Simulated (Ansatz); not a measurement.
Consider this structure.

```
CELL_PARAMETERS angstrom
3.55666 0.00000 0.00000
-1.77833 3.08016 0.00000
0.00000 0.00000 14.71835
ATOMIC_POSITIONS crystal
Te 0.33333 0.66667 0.62723
Te 0.66667 0.33333 0.12723
Te 0.66667 0.33333 0.37277
Te 0.33333 0.66667 0.87277
Mo 0.33333 0.66667 0.25000
Mo 0.66667 0.33333 0.75000
```

Question: Characterise the structure given above.

Answer: This is Te$_{2}$Mo. It is primitive hexagonal, space group P6_3/mmc (No. 194). The prototype is 2H molybdenite (MoS₂) type. With Z = 2, the cell contains 4 Te, 2 Mo. Te is surrounded by three Mo in a trigonal pyramidal arrangement at 2.74 Å. Mo is surrounded by six Te in a trigonal prismatic arrangement at 2.74 Å. The bonds build Te2Mo layers parallel to (001).

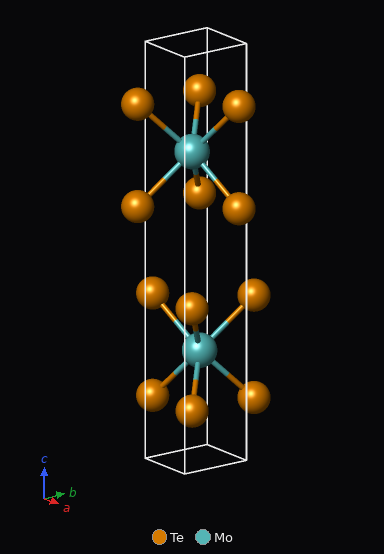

Drawn in the ball-and-stick manner and seen slightly off an axis. The edges of the conventional unit cell are marked. Some neighbours outside the box are added.

Origin of the cell: a structure listed in the Materials Project. Earlier steps of the study may have refined or changed the cell and positions. It went into a calculation with Ansatz.
